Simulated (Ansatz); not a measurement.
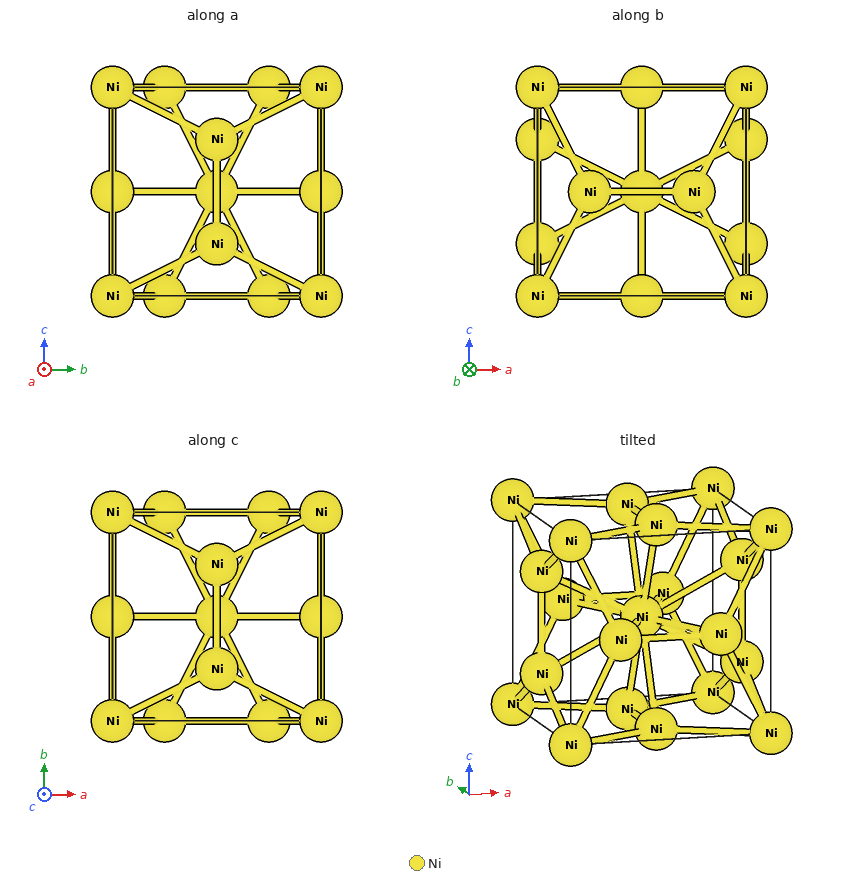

Shown here is a ball-and-stick view of the crystal, taken along the a axis, along the b axis, along the c axis and slightly off an axis. The lines enclose the conventional unit cell; boundary atoms appear with their images.

Lattice parameters: a = 4.3908 Å, b = 4.3908 Å, c = 4.3908 Å, α = 90.000°, β = 90.000°, γ = 90.000°.

Question: Express the structure as a CIF in P1 with every atom of the cell.

Answer:
```cif
data_structure
_symmetry_space_group_name_H-M 'P 1'
_symmetry_Int_Tables_number 1
_cell_length_a 4.3908
_cell_length_b 4.3908
_cell_length_c 4.3908
_cell_angle_alpha 90.000
_cell_angle_beta 90.000
_cell_angle_gamma 90.000
_cell_volume 84.65
loop_
_atom_site_label
_atom_site_type_symbol
_atom_site_fract_x
_atom_site_fract_y
_atom_site_fract_z
_atom_site_occupancy
Ni1 Ni 0.0000 0.0000 0.0000 1
Ni2 Ni 0.5000 0.5000 0.5000 1
Ni3 Ni 0.2500 0.0000 0.5000 1
Ni4 Ni 0.7500 0.0000 0.5000 1
Ni5 Ni 0.5000 0.2500 0.0000 1
Ni6 Ni 0.5000 0.7500 0.0000 1
Ni7 Ni 0.0000 0.5000 0.2500 1
Ni8 Ni 0.0000 0.5000 0.7500 1
```

Its origin is a structure type filled with this element by a generator (whether the element takes this form wasn't checked). This is the structure after a relaxation with DFT, PBEsol, plane waves (420 eV) with PAW, scalar-relativistic in Ansatz.
